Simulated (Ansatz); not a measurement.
```yaml
crystal:
  lattice:
    - [2.44882, 0.00000, 0.00000]
    - [-1.22441, 2.12074, 0.00000]
    - [0.00000, 0.00000, 24.99835]
  atoms:
    - { symbol: Ni, position: [0.66667, 0.33333, 0.34002] }
    - { symbol: Ni, position: [0.33333, 0.66667, 0.42001] }
    - { symbol: Ni, position: [0.00019, 0.99981, 0.49963] }
    - { symbol: Ni, position: [0.66716, 0.33284, 0.58077] }
    - { symbol: H, position: [0.33374, 0.66626, 0.61553] }
```

Spin-polarised.

Computed with DFT PBEsol, scalar-relativistic, plane waves, PAW (Ansatz 0.2.0).

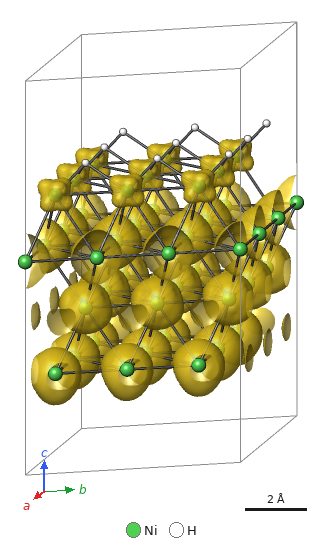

Ni$_{4}$H (slab). Isosurface of the magnetisation density (up minus down) at +0.02 e/Å³ (yellow), seen slightly off an axis. Sticks mark near contacts.

Core electrons are frozen (PAW), and the valence fields are smoothed inside the atomic spheres.

Describe the spin distribution.

Answer. The spin density sits on Ni: +0.6 μB (×3) in one cell of 5 atoms, with smaller moments on other sites: Ni (up to +0.05 μB): parallel main moments (a ferromagnetic arrangement) in this solution. The cell of the calculation (5 atoms) carries 1.9 μB of net spin moment.
